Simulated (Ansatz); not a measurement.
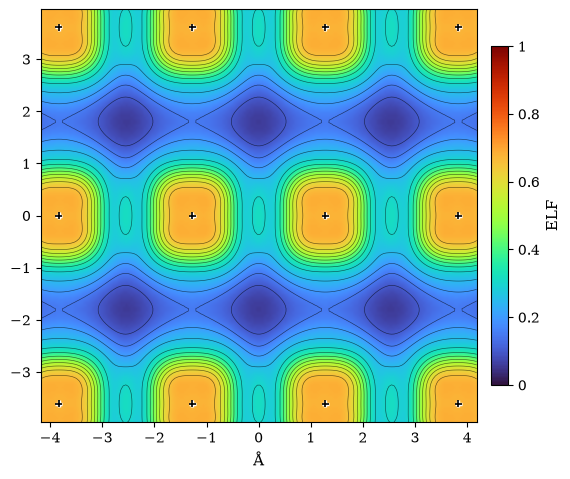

The electron localisation function on a plane through atoms (crosses mark nuclei in the plane).

Method: DFT, PBE, plane waves (420 eV) with PAW, scalar-relativistic in Ansatz 0.2.0.

Candidates:
A. Ni, a = 2.30 Å, b = 2.30 Å, c = 2.30 Å, α = 90.00°, β = 90.00°, γ = 90.00°. Space group Pm-3m; set up as Ni, simple cubic; a generated structure, not necessarily the stable one; changed on purpose from its base cell (volume × 0.96); computed pressure about 6 GPa in this cell; computed without spin polarisation.
B. Na, a = 7.57 Å, b = 7.57 Å, c = 7.57 Å, α = 90.00°, β = 90.00°, γ = 90.00°. Space group Fd-3m; set up as Na, diamond; a generated structure, not necessarily the stable one.
C. Pt, a = 2.55 Å, b = 2.55 Å, c = 2.55 Å, α = 90.00°, β = 90.00°, γ = 90.00°. Space group Pm-3m; set up as Pt, simple cubic; a generated structure, not necessarily the stable one; changed on purpose from its base cell (volume × 0.92); computed pressure about 19 GPa in this cell.

Q: Which system is this?

A: Candidate C: Pt on the (011) plane of the conventional cell, which holds Pt. Pt–Pt (2.55 Å): the ELF is about 0.30 at the midpoint.
